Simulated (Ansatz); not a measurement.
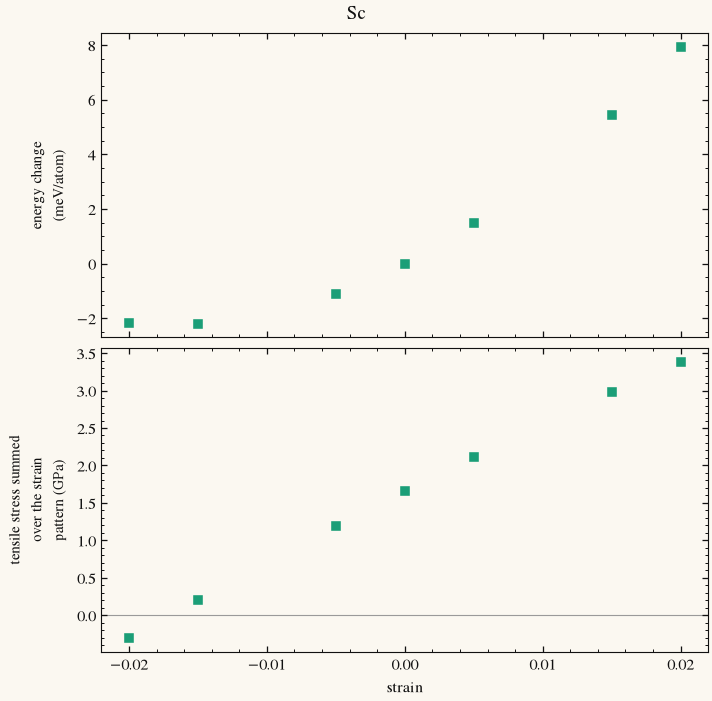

The picture above shows the energy change and tensile stress summed over the strain pattern against strain for Sc, space group P6_3/mmc (No. 194).

The given structure:
```yaml
crystal:
  lattice:
    - [3.30880, 0.00000, 0.00000]
    - [-1.65440, 2.86550, 0.00000]
    - [0.00000, 0.00000, 5.26800]
  atoms:
    - { symbol: Sc, position: [0.33333, 0.66667, 0.25000] }
    - { symbol: Sc, position: [0.66667, 0.33333, 0.75000] }
```

Calculation (Ansatz 0.2.0): homogeneous strain of a crystal along one Voigt pattern with engineering shear, fractional coordinates fixed, by plane-wave density functional theory with PAW datasets, free energies less that of the undisturbed cell; scalar-relativistic. Level: PBE, no spin polarisation.

- wave cutoff: 420 eV
- k mesh: 18×18×10
- occupations: Gaussian
- smearing width: 0.15 eV
- k shift: (0, 0, 0) (mesh steps)
- start: as given
- strain pattern: (0, 0, 1, 0, 0, 0) (xx yy zz yz xz xy with engineering shear)

The points at strain −0.0100, 0.0100 and 0.0175 are left out of the plot. What values does the calculation give there?

```
 strain  energy change (meV/atom)  tensile stress summed over the strain pattern (GPa)
-0.0100                     -1.85                                                0.704
 0.0100                      3.29                                                2.550
 0.0175                      6.64                                                3.182
```

Note: reference crystal is not relaxed.
